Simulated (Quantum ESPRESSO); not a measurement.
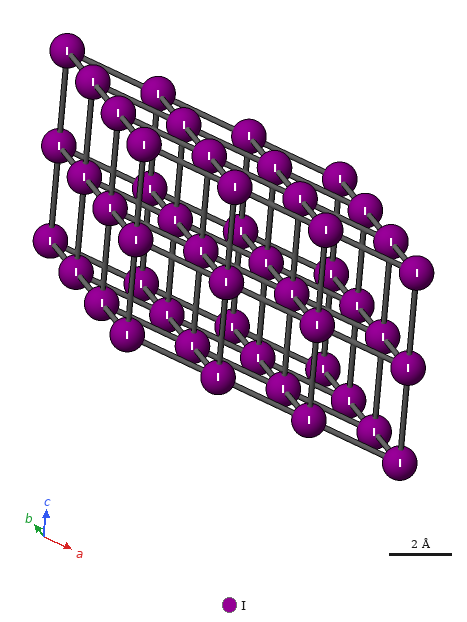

*The structure as given in the input (ball-and-stick view of the cell of the calculation, set on other vectors, repeated 3 × 3 × 2, seen slightly off an axis). An atom can appear more than once, as a periodic image.*

**Projected density-of-states run, with input and output: I**

System: I (1 atom in the cell).
Method: Kohn-Sham DFT of a periodic cell, PBE with D3M(BJ), Ansatz NC SR PBE, no spin polarisation (Quantum ESPRESSO 7.5).

The structure derives from a Materials Project entry.

Log:
```
This program is part of the open-source Quantum ESPRESSO suite
     for quantum simulation of materials; please cite
         "P. Giannozzi et al., J. Phys.:Condens. Matter 21 395502 (2009);
         "P. Giannozzi et al., J. Phys.:Condens. Matter 29 465901 (2017);
         "P. Giannozzi et al., J. Chem. Phys. 152 154105 (2020);
          URL
     in publications or presentations arising from this work. More details at

     Message from routine setup:
     using ibrav=0 with symmetry is DISCOURAGED, use correct ibrav instead

     G-vector sticks info
     --------------------
     sticks:   dense  smooth     PW     G-vecs:    dense   smooth      PW
     Sum        1153    1147    379                23769    23543    4405

     Using Slab Decomposition

     bravais-lattice index     =            0
     lattice parameter (alat)  =       7.1607  a.u.
     unit-cell volume          =     243.5630 (a.u.)^3
     number of atoms/cell      =            1
     number of atomic types    =            1
     number of electrons       =         7.00
     number of Kohn-Sham states=            9
     kinetic-energy cutoff     =      80.0000  Ry
     charge density cutoff     =     322.0000  Ry
     scf convergence threshold =      2.0E-10
     mixing beta               =       0.5000
     number of iterations used =           16  plain     mixing
     Exchange-correlation= PBE
                           (   1   4   3   4   0   0   0)

     celldm(1)=   7.160721  celldm(2)=   0.000000  celldm(3)=   0.000000
     celldm(4)=   0.000000  celldm(5)=   0.000000  celldm(6)=   0.000000

     crystal axes: (cart. coord. in units of alat)
               a(1) = (  -0.591116   0.538519   0.600482 )
               a(2) = (   0.486639  -0.573126   0.530611 )
               a(3) = (   0.585039   0.567048  -0.635089 )

     reciprocal axes: (cart. coord. in units 2 pi/alat)
               b(1) = (  0.095129  0.933880  0.921460 )
               b(2) = (  1.028887  0.036340  0.980249 )
               b(3) = (  0.949571  0.913354  0.115656 )

     PseudoPot. # 1 for I  read from file:
     I.upf
     Pseudo is Norm-conserving + core correction, Zval =  7.0
     Ansatz make-channels, of a published file: Generated using ONCVPSP code by D. R.
     Using radial grid of 1188 points,  8 beta functions with:
                l(1) =   0
                l(2) =   0
                l(3) =   1
                l(4) =   1
                l(5) =   2
                l(6) =   2
                l(7) =   3
                l(8) =   3

     atomic species   valence    mass     pseudopotential
     I                 7.00   126.90450     I ( 1.00)

      2 Sym. Ops., with inversion, found

   Cartesian axes

     site n.     atom                  positions (alat units)
         1        I      tau(   1) = (   0.0000000   0.0000000   0.0000000  )

     --------------------------------------------
     DFT-D3 Dispersion Correction (3-body terms):
     --------------------------------------------
       Reference C6 values for interpolation:

         atom   Coordination number   C6
         I          0.000           703.93
         I          0.997           717.00

       Values used:

         atom   Coordination number  R0_AB[au]  C6      C8
         I          3.861            3.532    717.00  65856.01

         Molecular C6 ( Ry / a.u.^6 ) =       717.00

     number of k points=   406  Fermi-Dirac smearing, width (Ry)=  0.0073

     Number of k-points >= 100: set verbosity='high' to print them.

     Dense  grid:    23769 G-vectors     FFT dimensions: (  45,  40,  45)

     Smooth grid:    23543 G-vectors     FFT dimensions: (  45,  40,  45)

     Initial potential from superposition of free atoms

     starting charge       6.9999, renormalised to       7.0000
     Starting wfcs are    4 randomized atomic wfcs +    5 random wfcs

     Self-consistent Calculation

     iteration #  1     ecut=    80.00 Ry     beta= 0.50
     ParO style diagonalization
     ethr =  1.00E-02,  avg # of iterations = 10.7

     Threshold (ethr) on eigenvalues was too large:
     Diagonalizing with lowered threshold

     ParO style diagonalization
     ethr =  7.63E-05,  avg # of iterations =  6.7

     total energy              =     -25.89471709 Ry
     estimated scf accuracy    <       0.00525483 Ry

     iteration #  2     ecut=    80.00 Ry     beta= 0.50
     ParO style diagonalization
     ethr =  7.51E-05,  avg # of iterations =  4.4

     total energy              =     -25.89518489 Ry
     estimated scf accuracy    <       0.00026303 Ry

     iteration #  3     ecut=    80.00 Ry     beta= 0.50
     ParO style diagonalization
     ethr =  3.76E-06,  avg # of iterations =  6.5

     total energy              =     -25.89523132 Ry
     estimated scf accuracy    <       0.00001608 Ry

     iteration #  4     ecut=    80.00 Ry     beta= 0.50
     ParO style diagonalization
     ethr =  2.30E-07,  avg # of iterations =  5.1

     total energy              =     -25.89523261 Ry
     estimated scf accuracy    <       0.00000034 Ry

     iteration #  5     ecut=    80.00 Ry     beta= 0.50
     ParO style diagonalization
     ethr =  4.82E-09,  avg # of iterations =  6.9

     total energy              =     -25.89523267 Ry
     estimated scf accuracy    <       0.00000001 Ry

     iteration #  6     ecut=    80.00 Ry     beta= 0.50
     ParO style diagonalization
     ethr =  1.81E-10,  avg # of iterations =  6.0

     total energy              =     -25.89523267 Ry
     estimated scf accuracy    <          5.2E-10 Ry

     iteration #  7     ecut=    80.00 Ry     beta= 0.50
     ParO style diagonalization
     ethr =  7.38E-12,  avg # of iterations =  6.5

     End of self-consistent calculation

     Number of k-points >= 100: set verbosity='high' to print the bands.

     the Fermi energy is     4.7339 ev

!    total energy              =     -25.89523267 Ry
     estimated scf accuracy    <          1.1E-11 Ry
     smearing contrib. (-TS)   =      -0.00268401 Ry
     internal energy E=F+TS    =     -25.89254866 Ry

     The total energy is F=E-TS. E is the sum of the following terms:
     one-electron contribution =       3.00740575 Ry
     hartree contribution      =       1.60755480 Ry
     xc contribution           =      -7.88815662 Ry
     ewald contribution        =     -22.56716751 Ry
     DFT-D3 Dispersion         =      -0.05218507 Ry

     convergence has been achieved in   7 iterations

     Forces acting on atoms (cartesian axes, Ry/au):

     atom    1 type  1   force =     0.00000000    0.00000000    0.00000000

     Total force =     0.000000     Total SCF correction =     0.000000

     Computing stress (Cartesian axis) and pressure

          total   stress  (Ry/bohr**3)                   (kbar)     P=      -51.74
  -0.00030376  -0.00004139  -0.00027541          -44.68       -6.09      -40.51
  -0.00004139  -0.00038463  -0.00001709           -6.09      -56.58       -2.51
  -0.00027541  -0.00001709  -0.00036678          -40.51       -2.51      -53.96

=------------------------------------------------------------------------------=
   JOB DONE.
=------------------------------------------------------------------------------=
```

File nscf.out:
```
This program is part of the open-source Quantum ESPRESSO suite
     for quantum simulation of materials; please cite
         "P. Giannozzi et al., J. Phys.:Condens. Matter 21 395502 (2009);
         "P. Giannozzi et al., J. Phys.:Condens. Matter 29 465901 (2017);
         "P. Giannozzi et al., J. Chem. Phys. 152 154105 (2020);
          URL
     in publications or presentations arising from this work. More details at

     Atomic positions and unit cell read from directory:
     ./tmp/pwscf.save/

     Message from routine setup:
     using ibrav=0 with symmetry is DISCOURAGED, use correct ibrav instead
     [opt_tetra]  Optimized tetrahedron method is used.

     G-vector sticks info
     --------------------
     sticks:   dense  smooth     PW     G-vecs:    dense   smooth      PW
     Sum        1153    1147    379                23769    23543    4451

     Using Slab Decomposition

     bravais-lattice index     =            0
     lattice parameter (alat)  =       7.1607  a.u.
     unit-cell volume          =     243.5630 (a.u.)^3
     number of atoms/cell      =            1
     number of atomic types    =            1
     number of electrons       =         7.00
     number of Kohn-Sham states=            9
     kinetic-energy cutoff     =      80.0000  Ry
     charge density cutoff     =     322.0000  Ry
     Exchange-correlation= PBE
                           (   1   4   3   4   0   0   0)

     celldm(1)=   7.160721  celldm(2)=   0.000000  celldm(3)=   0.000000
     celldm(4)=   0.000000  celldm(5)=   0.000000  celldm(6)=   0.000000

     crystal axes: (cart. coord. in units of alat)
               a(1) = (  -0.591116   0.538519   0.600482 )
               a(2) = (   0.486639  -0.573126   0.530611 )
               a(3) = (   0.585039   0.567048  -0.635089 )

     reciprocal axes: (cart. coord. in units 2 pi/alat)
               b(1) = (  0.095129  0.933880  0.921460 )
               b(2) = (  1.028887  0.036340  0.980249 )
               b(3) = (  0.949571  0.913354  0.115656 )

     PseudoPot. # 1 for I  read from file:
     I.upf
     Pseudo is Norm-conserving + core correction, Zval =  7.0
     Ansatz make-channels, of a published file: Generated using ONCVPSP code by D. R.
     Using radial grid of 1188 points,  8 beta functions with:
                l(1) =   0
                l(2) =   0
                l(3) =   1
                l(4) =   1
                l(5) =   2
                l(6) =   2
                l(7) =   3
                l(8) =   3

     atomic species   valence    mass     pseudopotential
     I                 7.00   126.90450     I ( 1.00)

      2 Sym. Ops., with inversion, found

   Cartesian axes

     site n.     atom                  positions (alat units)
         1        I      tau(   1) = (   0.0000000   0.0000000   0.0000000  )

     --------------------------------------------
     DFT-D3 Dispersion Correction (3-body terms):
     --------------------------------------------
       Reference C6 values for interpolation:

         atom   Coordination number   C6
         I          0.000           703.93
         I          0.997           717.00

       Values used:

         atom   Coordination number  R0_AB[au]  C6      C8
         I          3.861            3.532    717.00  65856.01

         Molecular C6 ( Ry / a.u.^6 ) =       717.00

     number of k points=  1472 (tetrahedron method)

     Number of k-points >= 100: set verbosity='high' to print them.

     Dense  grid:    23769 G-vectors     FFT dimensions: (  45,  40,  45)

     Smooth grid:    23543 G-vectors     FFT dimensions: (  45,  40,  45)

     The potential is recalculated from file :
     ./tmp/pwscf.save/charge-density

     Starting wfcs are    4 randomized atomic wfcs +    5 random wfcs

     Band Structure Calculation
     ParO style diagonalization

     ethr =  1.43E-10,  avg # of iterations = 30.7

     End of band structure calculation

     Number of k-points >= 100: set verbosity='high' to print the bands.

     the Fermi energy is     4.7477 ev
     (compare with:     4.7339 eV, computed in scf)

=------------------------------------------------------------------------------=
   JOB DONE.
=------------------------------------------------------------------------------=
```

File projwfc.out:
```
This program is part of the open-source Quantum ESPRESSO suite
     for quantum simulation of materials; please cite
         "P. Giannozzi et al., J. Phys.:Condens. Matter 21 395502 (2009);
         "P. Giannozzi et al., J. Phys.:Condens. Matter 29 465901 (2017);
         "P. Giannozzi et al., J. Chem. Phys. 152 154105 (2020);
          URL
     in publications or presentations arising from this work. More details at

     ./tmp/pwscf.save/

     IMPORTANT: XC functional enforced from input :
     Exchange-correlation= PBE
                           (   1   4   3   4   0   0   0)
     Any further DFT definition will be discarded
     Please, verify this is what you really want

     G-vector sticks info
     --------------------
     sticks:   dense  smooth     PW     G-vecs:    dense   smooth      PW
     Sum        1153    1147    379                23769    23543    4451

     Using Slab Decomposition

     Optimized tetrahedron method (read from file)
     [opt_tetra]  Optimized tetrahedron method is used.

     Calling projwave ....

  Problem Sizes
  natomwfc =            4
  nbnd     =            9
  nkstot   =         1472
  npwx     =         2962
  nkb      =           32

     Atomic states used for projection
     (read from pseudopotential files):

     state #   1: atom   1 (I  ), wfc  1 (l=0 m= 1)
     state #   2: atom   1 (I  ), wfc  2 (l=1 m= 1)
     state #   3: atom   1 (I  ), wfc  2 (l=1 m= 2)
     state #   4: atom   1 (I  ), wfc  2 (l=1 m= 3)

[... projections at each k point ...]
Lowdin Charges:

     Atom #   1: total charge =   6.9664, s =  1.9947,
     Atom #   1: total charge =   6.9664, p =  4.9717, pz=  1.6730, px=  1.6953, py=  1.6035,
     Spilling Parameter:   0.0048

=------------------------------------------------------------------------------=
   JOB DONE.
=------------------------------------------------------------------------------=
```

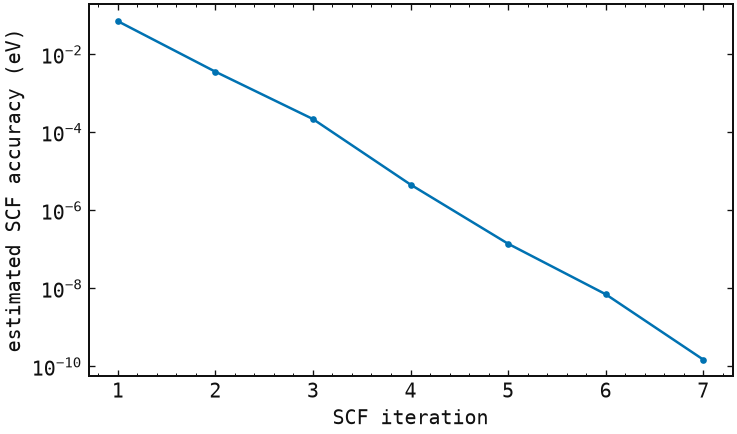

*Convergence of the self-consistent field: estimated SCF accuracy against the iteration.*

The field takes 7 iterations in all.

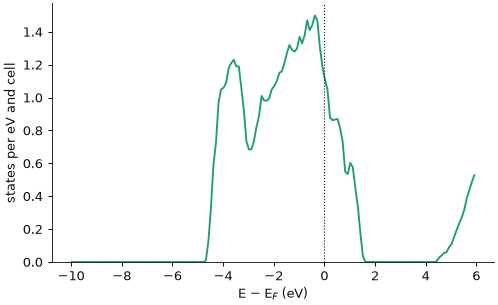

*Density of states from the levels on the mesh of the run, whose fine structure reflects that mesh, with energies from the Fermi level of the run.*

At the top of the window the curve may fall because the computed bands end.

The run was set up as follows.

Input:
```
&CONTROL
  calculation = 'scf'
  prefix = 'pwscf'
  outdir = './tmp'
  pseudo_dir = './pseudo'
  tprnfor = .true.
  tstress = .true.
  disk_io = 'low'
/
&SYSTEM
  ibrav = 0
  nat = 1
  ntyp = 1
  ecutwfc = 80
  ecutrho = 322
  nbnd = 9
  occupations = 'smearing'
  smearing = 'fd'
  degauss = 0.00734986
  vdw_corr = 'grimme-d3'
  dftd3_version = 6
/
&ELECTRONS
  conv_thr = 2d-10
  electron_maxstep = 120
  mixing_beta = 0.5
  mixing_ndim = 16
  diagonalization = 'paro'
/
ATOMIC_SPECIES
I    126.9045 I.upf
CELL_PARAMETERS bohr
  -4.2328202422    3.8561836526    4.2998851294
   3.4846842268   -4.1039924911    3.7995579337
   4.1893004731    4.0604727220   -4.5476939491
ATOMIC_POSITIONS bohr
I      0.0000000000    0.0000000000    0.0000000000
K_POINTS automatic
9 10 9 0 0 0
```

File nscf.in:
```
&CONTROL
  calculation = 'nscf'
  prefix = 'pwscf'
  outdir = './tmp'
  pseudo_dir = './pseudo'
  disk_io = 'low'
/
&SYSTEM
  ibrav = 0
  nat = 1
  ntyp = 1
  ecutwfc = 80
  ecutrho = 322
  nbnd = 9
  occupations = 'tetrahedra_opt'
  vdw_corr = 'grimme-d3'
  dftd3_version = 6
/
&ELECTRONS
  conv_thr = 1d-08
  electron_maxstep = 120
  mixing_beta = 0.5
  mixing_ndim = 16
  diagonalization = 'paro'
/
ATOMIC_SPECIES
I    126.9045 I.upf
CELL_PARAMETERS bohr
  -4.2328202422    3.8561836526    4.2998851294
   3.4846842268   -4.1039924911    3.7995579337
   4.1893004731    4.0604727220   -4.5476939491
ATOMIC_POSITIONS bohr
I      0.0000000000    0.0000000000    0.0000000000
K_POINTS automatic
14 15 14 0 0 0
```

File projwfc.in:
```
&PROJWFC
  prefix = 'pwscf'
  outdir = './tmp'
  filpdos = 'p'
  Emin = -10
  Emax = 15
  DeltaE = 0.05
/
```

Command:
```bash
OMP_NUM_THREADS=1 pw.x -in pw.in > pw.out
OMP_NUM_THREADS=1 pw.x -in nscf.in > nscf.out
OMP_NUM_THREADS=1 projwfc.x -in projwfc.in > projwfc.out
```

Key numbers:

- outcome: converged
- space group (tolerance 0.01 Å): P-1 (2)
- electrons treated: 7
- free energy: −352.3226 eV
- Fermi energy: 4.734 eV
- gap on the k-point mesh: none (metallic)
- pressure: −5.17 GPa
- largest force (length of the vector): under 0.001 eV/Å
- hardware: 1 thread of AMD EPYC (Zen 4), 16 GiB of memory available, shared host
- wall time: 9.1 min
- peak memory: 0.64 GiB

Remarks:

Settings chosen away from the usual ones: ecut_scale set to 1.15; mixing_ndim set to 16; diagonalization set to paro. The cell holds an odd number of electrons but the run has no spin polarisation, so a band is left half filled. The cell is under a tension of 5.2 GPa at this level, so it is not at its equilibrium volume.
